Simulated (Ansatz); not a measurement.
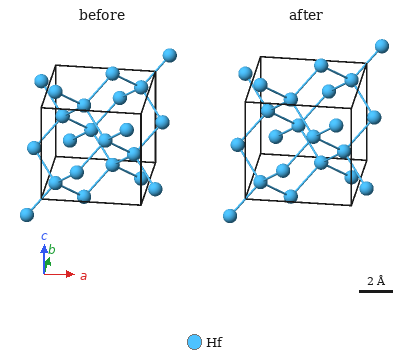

The structure of crystalline Hf (a generated structure, set up in Fd-3m) before (left) and after (right) a relaxation, at one scale.

Style: ball-and-stick. Shown: the conventional cell (4 times the calculation's cell), from a free direction. Lengths and directions refer to the drawn axes.

Phase: diamond.

All numbers below come from Ansatz 0.2.0, DFT, revPBE, plane waves (420 eV) with PAW, scalar-relativistic. Settings: plane-wave cutoff 420 eV; k-point mesh 9 × 9 × 9; occupations fermi dirac; smearing width 0.1 eV; no spin polarisation; cell and atoms relaxed; force threshold 0.01 eV/Å; at most 60 steps.

What changed between the two?

Answer. The energy falls by 110 meV per atom in 3 accepted moves (4 points after the start). All forces vanish by symmetry, so only the cell relaxes. The pressure goes from 6.30 to 0.00 GPa. The SCF was repeated once at an unchanged geometry on a basis and grid sized afresh for the cell, which shifted the energy by 1.6 meV per atom at most. No atom moves by more than 0.005 Å relative to the cell. The drawn cell changes as follows: a = b = c 6.229 → 6.626 Å (+6.4 %); the volume changes by +20.4 %. Among the contacts that change: Hf–Hf 2.697 → 2.869 Å. The space group stays Fd-3m (No. 227). Cost: 7.9 s on 2 threads of Arm Neoverse V2, with other jobs on the host, peak memory 0.38 GiB.
